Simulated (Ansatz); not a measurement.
# Run report: WSe, geometry relaxation (part 2 of 2)

The same run, continued: WSe (2 atoms in the cell); DFT r2SCAN+U, scalar-relativistic, plane waves, PAW, Ueff = 6.2 eV on W d, spin-polarised (Ansatz 0.2.0); cutoff 500 eV, 12×12×12 k-mesh, Gaussian smearing of 0.1 eV, collinear spins. The structure was built on a prototype by a generator; it need not be a known phase.

Geometry of the input (Å; fractional positions):
```
0.0000  2.8548  2.8548
2.8548  0.0000  2.8548
2.8548  2.8548  0.0000
W  0.0000  0.0000  0.0000
Se 0.5000  0.5000  0.5000
```

**Output, continued**
```
SCF iter   1: F=—  HF=-15870.171996 eV  |F-HF|=—  |Δ(HF+E_count)|=         —  Δρ=1.24e-4 (↑1.17e-4 ↓1.24e-4)  dr2=5.87e-6  dr2_τ=1.73e-5  dr2_m=5.45e-6  M=4.000 μB ∫|m|=4.571 μB  β_m=1.00  ethr=2.37e-8  ⟨swp⟩=2.0  Hψ=15350  notcnv=0
preconditioner: auto → Kerker (q_TF=auto, 2.537 Å⁻¹)  [metal: Δε(μ)=0.055 eV  Ē_g=11.309 eV  σ=0.100 eV  W_gap=0.30  n_scr=14 (ndim 8)  ℏωp=18.9 eV  f_vac=0.001  D(μ)=1.13/eV (n_scr^D=8)]
spin=Collinear: Kerker preconditioning applied to the charge; magnetization (m = ρ↑ − ρ↓) channel mixes plain (no charge-response kernel on spin).
SCF iter   2: F=—  HF=-15870.172086 eV  |F-HF|=—  |Δ(HF+E_count)|=   9.02e-5  Δρ=3.08e-5 (↑3.08e-5 ↓2.95e-5)  dr2=1.63e-6  dr2_τ=4.03e-8  dr2_m=1.23e-7  M=4.000 μB ∫|m|=4.572 μB  β_m=1.00  ethr=1.96e-8  ⟨swp⟩=2.0  Hψ=5205  notcnv=0  κ⁻¹=1.0e0(r=1)
SCF iter   3: F=—  HF=-15870.172086 eV  |F-HF|=—  |Δ(HF+E_count)|=   6.30e-7  Δρ=2.16e-5 (↑2.16e-5 ↓2.07e-5)  dr2=9.99e-7  dr2_τ=6.84e-9  dr2_m=1.67e-8  M=4.000 μB ∫|m|=4.572 μB  β_m=1.00  ethr=5.45e-9  ⟨swp⟩=1.3  Hψ=3260  notcnv=0  κ⁻¹=7.8e-3(r=2)
SCF iter   4: F=—  HF=-15870.172087 eV  |F-HF|=—  |Δ(HF+E_count)|=   5.45e-7  Δρ=1.26e-5 (↑1.06e-5 ↓1.26e-5)  dr2=2.84e-7  dr2_τ=1.68e-9  dr2_m=3.52e-9  M=4.000 μB ∫|m|=4.572 μB  β_m=1.00  ethr=3.33e-9  ⟨swp⟩=2.2  Hψ=3843  notcnv=0  κ⁻¹=1.3e-3(r=3)
SCF iter   5: F=—  HF=-15870.172087 eV  |F-HF|=—  |Δ(HF+E_count)|=   2.06e-7  Δρ=6.32e-6 (↑6.32e-6 ↓6.07e-6)  dr2=9.24e-8  dr2_τ=5.26e-10  dr2_m=1.46e-10  M=4.000 μB ∫|m|=4.573 μB  β_m=1.00  ethr=9.48e-10  ⟨swp⟩=2.1  Hψ=3612  notcnv=0  κ⁻¹=3.3e-4(r=4)
SCF iter   6: F=—  HF=-15870.172087 eV  |F-HF|=—  |Δ(HF+E_count)|=   2.45e-8  Δρ=4.24e-6 (↑4.24e-6 ↓3.28e-6)  dr2=2.55e-8  dr2_τ=2.04e-10  dr2_m=1.75e-9  M=4.000 μB ∫|m|=4.572 μB  β_m=1.00  ethr=3.08e-10  ⟨swp⟩=2.3  Hψ=3961  notcnv=0  κ⁻¹=1.3e-4(r=5)
SCF iter   7: F=—  HF=-15870.172087 eV  |F-HF|=—  |Δ(HF+E_count)|=   6.98e-9  Δρ=1.26e-6 (↑1.15e-6 ↓1.26e-6)  dr2=1.40e-9  dr2_τ=4.77e-11  dr2_m=4.41e-11  M=4.000 μB ∫|m|=4.573 μB  β_m=1.00  ethr=8.50e-11  ⟨swp⟩=2.0  Hψ=4112  notcnv=0  κ⁻¹=1.3e-5(r=6)
SCF iter   8: F=—  HF=-15870.172087 eV  |F-HF|=—  |Δ(HF+E_count)|=   1.44e-9  Δρ=8.47e-7 (↑8.47e-7 ↓7.63e-7)  dr2=6.34e-10  dr2_τ=1.36e-11  dr2_m=1.82e-11  M=4.000 μB ∫|m|=4.573 μB  β_m=1.00  ethr=4.66e-12  ⟨swp⟩=2.5  Hψ=5096  notcnv=0  κ⁻¹=5.7e-6(r=7)
SCF iter   9: F=—  HF=-15870.172087 eV  |F-HF|=—  |Δ(HF+E_count)|=  9.86e-10  Δρ=4.06e-7 (↑4.06e-7 ↓2.65e-7)  dr2=1.34e-10  dr2_τ=1.60e-12  dr2_m=1.06e-11  M=4.000 μB ∫|m|=4.573 μB  β_m=1.00  ethr=2.11e-12  ⟨swp⟩=2.0  Hψ=5197  notcnv=0  κ⁻¹=9.3e-7(r=8)
SCF iter  10: F=—  HF=-15870.172087 eV  |F-HF|=—  |Δ(HF+E_count)|=  1.64e-10  Δρ=1.98e-7 (↑1.98e-7 ↓1.34e-7)  dr2=4.34e-11  dr2_τ=4.01e-13  dr2_m=1.63e-12  M=4.000 μB ∫|m|=4.573 μB  β_m=1.00  ethr=1.00e-12  ⟨swp⟩=2.0  Hψ=5055  notcnv=0  κ⁻¹=7.5e-6(r=8)
SCF iter  11: F=-15870.172087 eV  HF=-15870.172087 eV  |F-HF|=7.28e-12  |Δ(HF+E_count)|=  4.73e-11  Δρ=7.22e-8 (↑7.22e-8 ↓4.59e-8)  dr2=5.30e-12  dr2_τ=5.97e-14  dr2_m=2.64e-13  M=4.000 μB ∫|m|=4.573 μB  ethr=1.00e-12  ⟨swp⟩=5.0  Hψ=10910  notcnv=0
SCF 3 converged in 11 iterations: F = -15870.172087 eV  dr2 = 5.30e-12
relax step   3: F+E_penalty+E_count = -15870.17208719 eV  Δ(F+E_penalty+E_count) = -6.281e-5 eV  max|allowed force component| = 4.766e-31 eV/Å  Δτ_max = 0.0000 Å  P = -0.000 GPa  Ω = 46.445 Å³  energy of the carried Pulay correction = +2.419e-5 eV  (11 SCF iters, accepted)
Initial wavefunctions: pseudopotential atomic-orbital guess (no wavefunctions were taken with the density)
iter 1 solved again at ethr=4.89e-9 eV; its pass at ethr=3.10e-3 eV (dr2=1.47e-6 eV) is discarded
SCF iter   1: F=—  HF=-15870.172063 eV  |F-HF|=—  |Δ(HF+E_count)|=         —  Δρ=2.13e-6 (↑2.13e-6 ↓1.76e-6)  dr2=7.46e-10  dr2_τ=2.43e-9  dr2_m=6.56e-11  M=4.000 μB ∫|m|=4.573 μB  β_m=1.00  ethr=4.89e-9  ⟨swp⟩=3.3  Hψ=23945  notcnv=0
preconditioner: auto → Kerker (q_TF=auto, 2.537 Å⁻¹)  [metal: Δε(μ)=0.055 eV  Ē_g=11.311 eV  σ=0.100 eV  W_gap=0.30  n_scr=14 (ndim 8)  ℏωp=18.9 eV  f_vac=0.001  D(μ)=1.12/eV (n_scr^D=8)]
spin=Collinear: Kerker preconditioning applied to the charge; magnetization (m = ρ↑ − ρ↓) channel mixes plain (no charge-response kernel on spin).
SCF iter   2: F=—  HF=-15870.172063 eV  |F-HF|=—  |Δ(HF+E_count)|=   7.95e-9  Δρ=1.38e-6 (↑1.38e-6 ↓1.36e-6)  dr2=3.83e-10  dr2_τ=1.51e-10  dr2_m=3.73e-13  M=4.000 μB ∫|m|=4.573 μB  β_m=1.00  ethr=2.49e-12  ⟨swp⟩=2.2  Hψ=5161  notcnv=0  κ⁻¹=1.0e0(r=1)
SCF iter   3: F=—  HF=-15870.172063 eV  |F-HF|=—  |Δ(HF+E_count)|=  4.58e-10  Δρ=7.65e-7 (↑7.46e-7 ↓7.65e-7)  dr2=1.17e-10  dr2_τ=4.68e-11  dr2_m=1.26e-13  M=4.000 μB ∫|m|=4.573 μB  β_m=1.00  ethr=1.28e-12  ⟨swp⟩=1.0  Hψ=3024  notcnv=0  κ⁻¹=4.5e-2(r=2)
SCF iter   4: F=-15870.172063 eV  HF=-15870.172063 eV  |F-HF|=3.64e-12  |Δ(HF+E_count)|=  2.33e-10  Δρ=4.56e-8 (↑3.54e-8 ↓4.56e-8)  dr2=1.10e-12  dr2_τ=1.42e-13  dr2_m=8.38e-14  M=4.000 μB ∫|m|=4.573 μB  ethr=1.00e-12  ⟨swp⟩=3.6  Hψ=12454  notcnv=0
SCF 4 converged in 4 iterations: F = -15870.172063 eV  dr2 = 1.10e-12
relax step   4: F+E_penalty+E_count = -15870.17206283 eV  Δ(F+E_penalty+E_count) = +2.436e-5 eV  max|allowed force component| = 4.832e-30 eV/Å  Δτ_max = 0.0000 Å  P = -0.001 GPa  Ω = 46.445 Å³  stress off target by 5.56e-4 GPa  SCF on the basis re-selected at this cell (its energy is not comparable with the rows above)  (4 SCF iters)
```

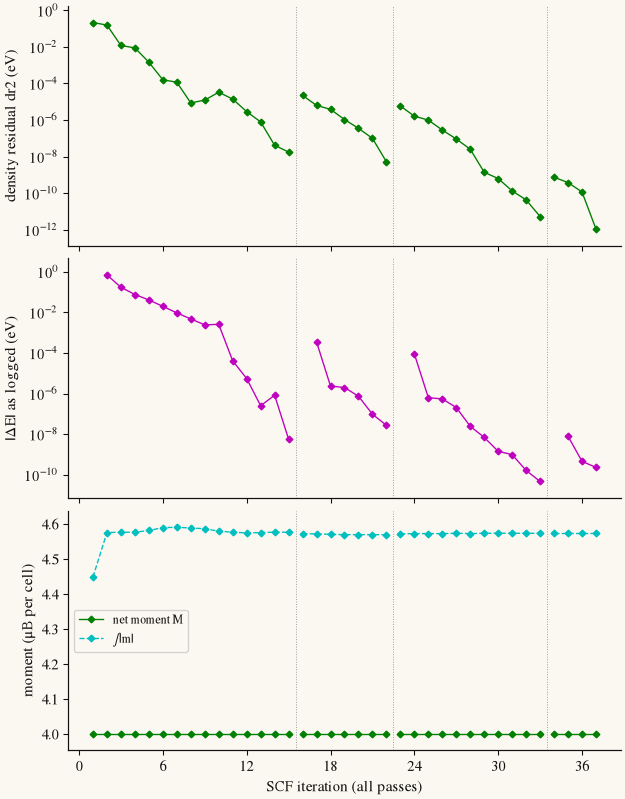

Fig. 1: Convergence of the self-consistent field: density residual dr2, size of the energy change and magnetic moment against the SCF iteration. The dotted lines part the SCF passes of the relaxation: geometry steps, rejected trials and re-solves on a re-selected basis. The passes take 15, 7, 11 and 4 iterations. The net moment stays at 4.0 μB per cell.

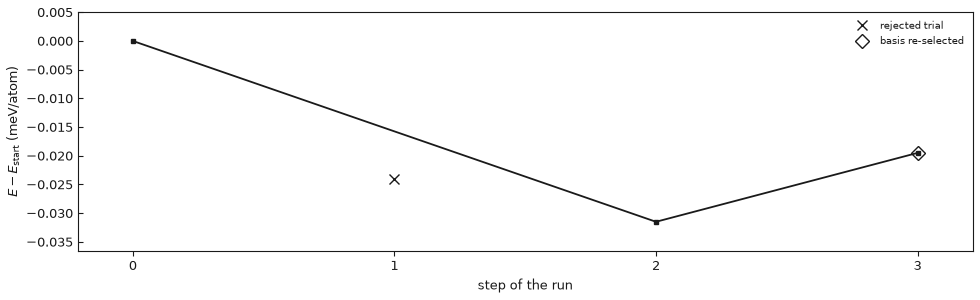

Fig. 2: Progress of the relaxation, step by step (the first geometry is step 0 here and step 1 in the log). The energy falls by next to nothing (0.0 meV per atom) in 2 geometry steps. All forces vanish by symmetry, so only the cell relaxes. Pressure: −0.14 GPa at the start and 0.00 GPa at the end. The line search rejected the trial step at point 1 (counted from 0) and went back. No atom moves by more than 0.005 Å relative to the cell. The volume changes by −0.2 %, with a = b = c 5.710 → 5.706 Å (−0.1 %). The space group stays Fm-3m (No. 225). A last SCF at the same geometry on a re-selected plane-wave basis shifts the energy by +0.0 meV per atom.

```
basis re-selected at this cell: Δ(F+E_penalty+E_count) = +2.436e-5 eV, ΔP = -0.000 GPa vs the last step (what re-selecting the basis moved, of the pressure what is left beyond the Pulay correction that the steps carried, after the strain that the cell walked since its last selection, with what the two solves' SCF thresholds leave and, on support functions, any second-order correction that the steps lacked; it is no measure of the basis error at this ecutwfc). This SCF's stress stands 5.56e-4 GPa from its target on what of the cell is left free (relax.cell.stress_tol is 5.00e-2 GPa) and its largest allowed force component is 4.83e-30 eV/Å (relax.f_tol is 1.00e-2 eV/Å): within both
SCF converged after 4 iterations
Stability not checked: this state was not tested for a lower state beside it, because the mixer in use, unlike msr1, does not test its closes by its own steps (another_mixer; see scf.mixing.algorithm and scf.lower_state_search)
Magnetization: 4.0000 μB (17.0000 up, 13.0000 down)
Absolute magnetization: 4.5521 μB (∫|ρ↑−ρ↓|, with the PAW one-centre terms)
Spin contamination: 0.1967 ħ² per cell (⟨S²⟩ above its minimum at these occupations)
Per-site moments (μB) at R_I (Å): [(3.2227822691279684, 1.1768648957722916), (-0.24616762845946932, 1.1768648957722916)]
Free energy (F): -15870.172063 eV
Harris-Foulkes:  -15870.172063 eV  (|F-HF|=3.64e-12)
Internal energy: -15870.166438 eV  (E = F + TS)
E sigma→0 (E₀):  -15870.169251 eV
Entropy (-TS):   -0.005625 eV (-2.812 meV/atom)
Fermi energy:    12.098182 eV
--- Per-component energies (eV) ---
  E_band       = -578.927412
  E_kinetic    = 571.858737
  E_local      = -3235.324778  (includes V_loc(G=0)·N_el)
  E_nonlocal   = -587.749258
  E_hartree    = 1479.445699
  E_xc         = -346.068812
  E_vxc        = -365.761567  (∫ρ·V_xc dr)
  E_hubbard    = 2.180238  (on-site DFT+U / exact-exchange correction)
  E_vhub       = -10.256229  (the Hubbard potential's part of the band-sum identity)
  E_paw        = -10521.253409  (= ΣΔE_a)
  E_vpaw       = 69.603960  (= ΣTr[D̂ρ^β])
  E_aug_tail   = -0.000259  (compensation charges beyond the density's cutoff)
  E_vtau       = 19.810601  (kinetic-family band-sum trace: ∫τ·v_τ [+ j·A + Jᵃ·Aᵃ] dr)
  E_ewald      = -3230.901877
  E_core_change = -2.352719  (= ΣΔE_core)
  E_smearing   = -0.005625  (= −TS)
  E_closure    = -0.000000  (closes the sum)
  Σ components = -15870.172063   (vs F -15870.172063, Δ=0.00e0)
--- Forces (eV/Å), atoms counted from 1 ---
  atom   1  W      0.00000000    -0.00000000     0.00000000
  atom   2  Se     0.00000000     0.00000000     0.00000000
  max |Σ_I F_I| component: 1.14e-29 eV/Å
--- Stress (GPa, compression-positive) ---
       -0.000556      -0.000000       0.000000
       -0.000000      -0.000556      -0.000000
        0.000000      -0.000000      -0.000556
  P = ⅓ Tr σ = -0.0006 GPa (-0.006 kbar)
--- Band table (eV; the first three rows and the last of 144) ---
  k-point 0 ↑: bands = ["-63.9372", "-36.9625", "-36.9625", "-36.9521", "-36.9521", "-36.9521", "-27.9833", "-27.9833", "-27.9833", "-2.7730", "7.0802", "7.0802", "7.0802", "9.3075", "9.3075", "10.1365", "10.1365", "10.1365", "11.9001", "20.5303", "23.6181"]
  k-point 1 ↑: bands = ["-63.9372", "-36.9625", "-36.9625", "-36.9520", "-36.9520", "-36.9520", "-27.9854", "-27.9835", "-27.9835", "-2.7090", "6.9456", "7.1044", "7.1044", "8.8305", "8.8305", "9.5910", "10.7670", "10.7670", "12.6612", "20.5240", "22.3379"]
  k-point 2 ↑: bands = ["-63.9372", "-36.9624", "-36.9624", "-36.9519", "-36.9519", "-36.9519", "-27.9911", "-27.9841", "-27.9841", "-2.5266", "6.4717", "7.1105", "7.1105", "8.3336", "8.3336", "9.0138", "11.7708", "11.7708", "13.9319", "19.8095", "21.5720"]
  k-point 71 ↓: bands = ["-62.1538", "-37.0030", "-37.0029", "-37.0021", "-37.0021", "-37.0020", "-25.3865", "-25.3865", "-25.3791", "-1.7436", "7.7000", "7.7000", "7.8864", "15.4670", "16.8764", "16.8764", "17.4949", "18.8495", "20.1416", "20.3842", "21.3137"]
Occupation matrices written to [file]
--- Relaxed structure (3 steps of the walk, 2 accepted, 1 SCFs on fresh bases) ---
  F+E_penalty+E_count = -15870.17206283 eV   max|allowed force component| = 4.832e-30 eV/Å   (the final SCF, on the basis selected at the relaxed cell)
  cell:  # Å, volume = 46.4449 Å³
    - [-1.146458707401508e-34, 2.853005807932828, 2.853005807932828]
    - [2.853005807932828, -5.09537203289559e-35, 2.853005807932828]
    - [2.853005807932828, 2.853005807932828, 1.4012273090462873e-34]
  atoms:
    - { symbol: W, position: [7.350132991382032e-48, -3.994637495316321e-48, -8.788202489695908e-48] }
    - { symbol: Se, position: [0.5, 0.5, 0.5] }
--- Löwdin populations: 2 sites ---
  site symbol       q [e]    m [muB]
     0      W     13.3769     4.3703
     1     Se     16.5336    -0.4250
  spilling = 0.002982 (of n_electrons = 30.000000)
```

**File populations.tsv**
```
# site	symbol	l	j	q_up	q_dn
# orbitals = lowdin
# n_electrons = 30.000000
# spilling = 0.002982
# projection_atom_W: [Kr 4d10 4f14] 5s2 5p6 5d4 6s2
# projection_atom_Se: [Ar] 3d10 4s2 4p4
0	W	0_5S	-	0.997062	0.996699
0	W	0_6S	-	0.461175	0.209781
0	W	1_5P	-	2.997645	2.998619
0	W	2_5D	-	4.417765	0.298201
1	Se	0_4S	-	0.933227	0.906058
1	Se	1_4P	-	2.121138	2.573394
1	Se	2_3D	-	4.999951	4.999824
```

**Trajectory as extended XYZ (Å, eV, eV/Å), 4 frames, from step=1 to step=4**
```
2
Lattice="0.0000 2.8548 2.8548 2.8548 0.0000 2.8548 2.8548 2.8548 0.0000" Properties=species:S:1:pos:R:3:forces:R:3 step=1 energy=-15870.17202 pressure_GPa=-0.14
W     0.0000    0.0000    0.0000    0.0000   0.0000   0.0000
Se    2.8548    2.8548    2.8548    0.0000   0.0000   0.0000
2
Lattice="0.0000 2.8512 2.8512 2.8512 0.0000 2.8512 2.8512 2.8512 0.0000" Properties=species:S:1:pos:R:3:forces:R:3 step=2 energy=-15870.17207 pressure_GPa=0.15 accepted=F
W     0.0000    0.0000    0.0000    0.0000   0.0000   0.0000
Se    2.8512    2.8512    2.8512    0.0000   0.0000   0.0000
2
Lattice="0.0000 2.8530 2.8530 2.8530 0.0000 2.8530 2.8530 2.8530 0.0000" Properties=species:S:1:pos:R:3:forces:R:3 step=3 energy=-15870.17209 pressure_GPa=-0.00
W     0.0000    0.0000    0.0000    0.0000   0.0000   0.0000
Se    2.8530    2.8530    2.8530    0.0000   0.0000   0.0000
2
Lattice="0.0000 2.8530 2.8530 2.8530 0.0000 2.8530 2.8530 2.8530 0.0000" Properties=species:S:1:pos:R:3:forces:R:3 step=4 energy=-15870.17206 pressure_GPa=-0.00
W     0.0000    0.0000    0.0000    0.0000   0.0000   0.0000
Se    2.8530    2.8530    2.8530    0.0000   0.0000   0.0000
```

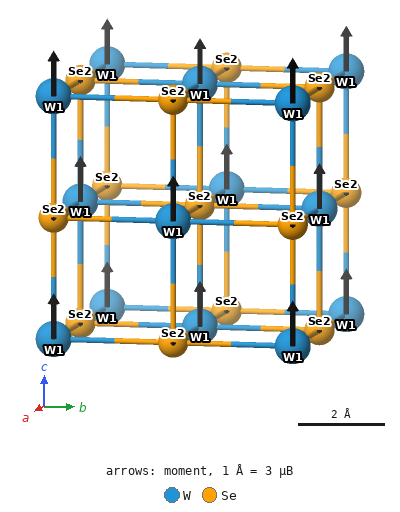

Fig. 3: Magnetic moments of the sites as black arrows (ball-and-stick view of the cell 4 times as large as that of the calculation, set on its symmetry axes, seen slightly off an axis; atoms are numbered from 1 in the order of the input); small moments hardly show. The run is collinear, so the axis drawn is arbitrary. Site moments: W1 (3.22 μB); Se2 (−0.25 μB). They are counted near the atoms and needn't add up to the moment of the cell.

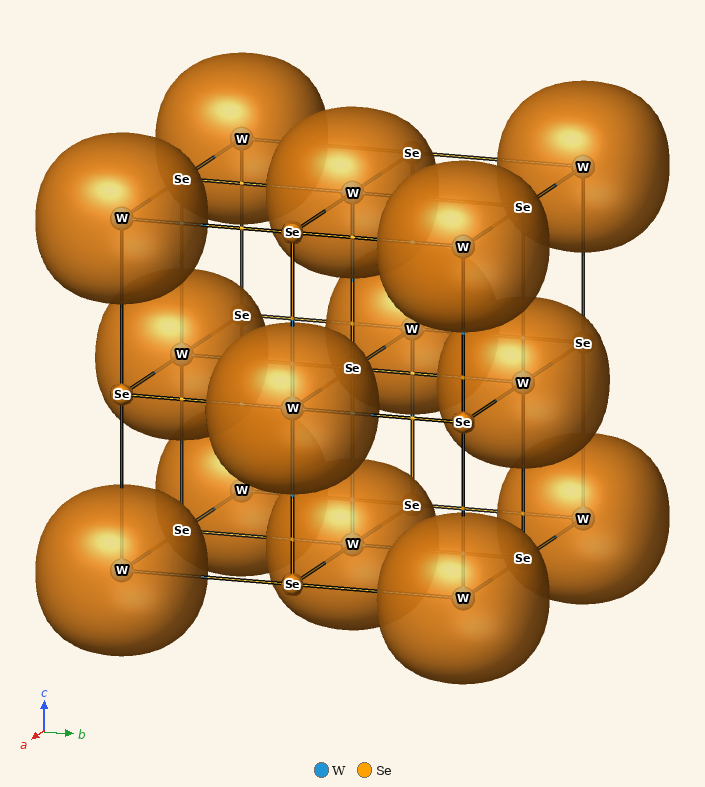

Fig. 4: Isosurface of the spin density (up minus down) at +0.1 e/Å³ (orange), seen slightly off an axis. Sticks mark near contacts. The outline is the cell set on symmetry axes. The cell of the calculation (2 atoms) carries 4.0 μB net. In a PAW calculation such maps are meaningful between the atoms, not at the nuclei.

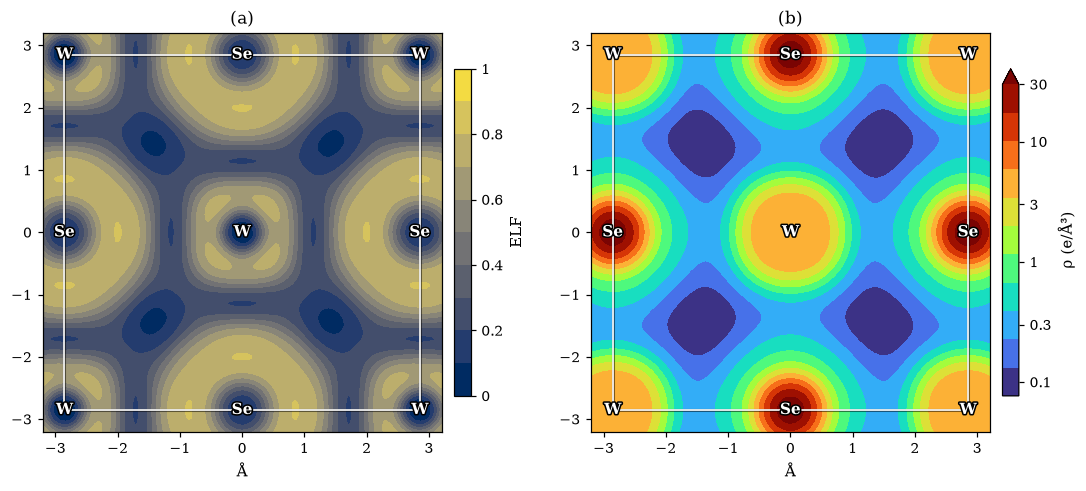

Fig. 5: (a) ELF; (b) valence pseudo-density on the (010) plane of the conventional cell. W–Se (2.85 Å): ρ at the midpoint is about 0.3 e/Å³; the ELF is about 0.45 at the midpoint. Away from the nuclei the density in this plane falls to 0.08 e/Å³ at its lowest. The strong features right at W lie inside the PAW spheres (semicore, d or f shells) and say nothing about bonding.

**Results in brief**

| quantity | value |
| --- | --- |
| outcome | converged |
| space group (tolerance 0.01 Å) | Fm-3m (225) |
| electrons treated | 30 |
| free energy | −15870.1721 eV |
| Fermi energy | 12.098 eV |
| gap on the k-point mesh | none (metallic) |
| net moment of the cell | 4.00 μB |
| integrated absolute moment | 4.55 μB |
| pressure | 0.00 GPa |
| final volume | 46.44 Å³ |
| largest force (length of the vector) at the end | under 0.001 eV/Å |
| final cell | a = 4.035 Å, b = 4.035 Å, c = 4.035 Å, α = 60.00°, β = 60.00°, γ = 60.00° |
| wall time | 95 s |
| peak memory | 0.7 GiB |

**Remarks**

The electronic state found may not be the lowest one. Spin–orbit coupling is left out, which matters for W.
